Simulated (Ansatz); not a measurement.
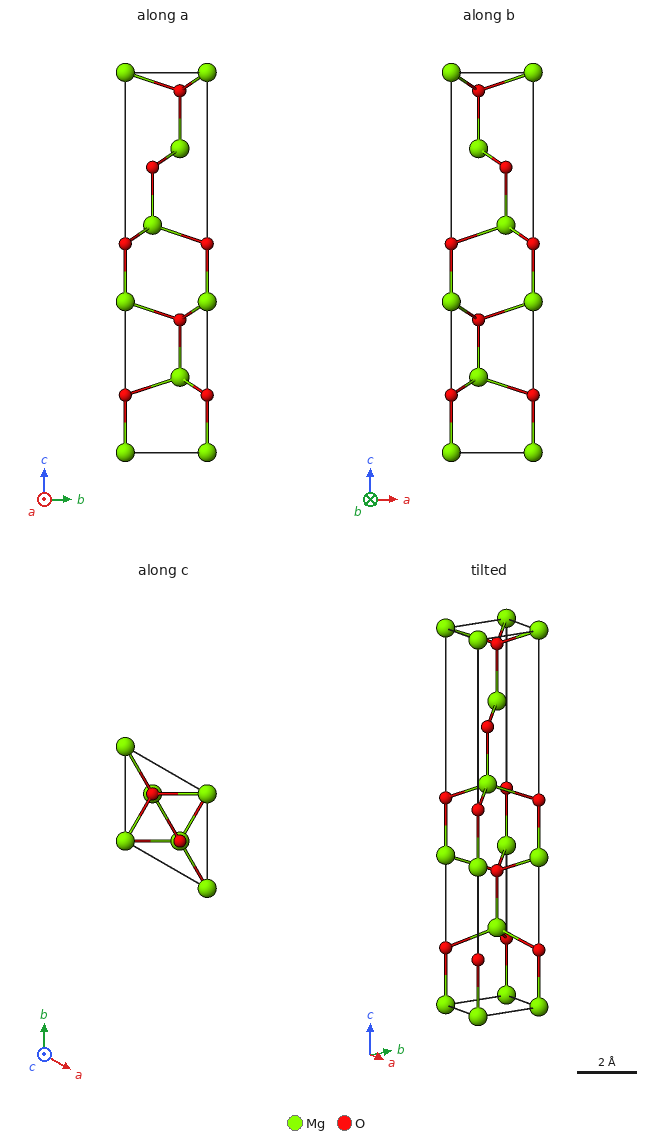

The image is a ball-and-stick drawing of a crystal, viewed along the a axis, along the b axis, along the c axis and slightly off an axis. The lines enclose the conventional unit cell; boundary atoms appear with their images.

Lattice parameters: a = 3.243 Å, b = 3.243 Å, c = 13.034 Å, α = 90.00°, β = 90.00°, γ = 120.00°.

### Write the structure as a table of Wyckoff sites, with free fractional coordinates to two decimals.

Space group P3m1 (No. 156).
```csv
atom,site,x,y,z
Mg,1a,0.00,0.00,0.00
O,1a,0.00,0.00,0.15
Mg,1b,0.3333,0.6667,0.20
O,1b,0.3333,0.6667,0.35
Mg,1a,0.00,0.00,0.40
O,1a,0.00,0.00,0.55
Mg,1c,0.6667,0.3333,0.60
O,1c,0.6667,0.3333,0.75
Mg,1b,0.3333,0.6667,0.80
O,1b,0.3333,0.6667,0.95
```

The initial geometry was a structure type filled with these elements by a generator (whether the compound takes this form wasn't checked). It is drawn as it came out of a relaxation with DFT r2SCAN, scalar-relativistic, plane waves, PAW (Ansatz).
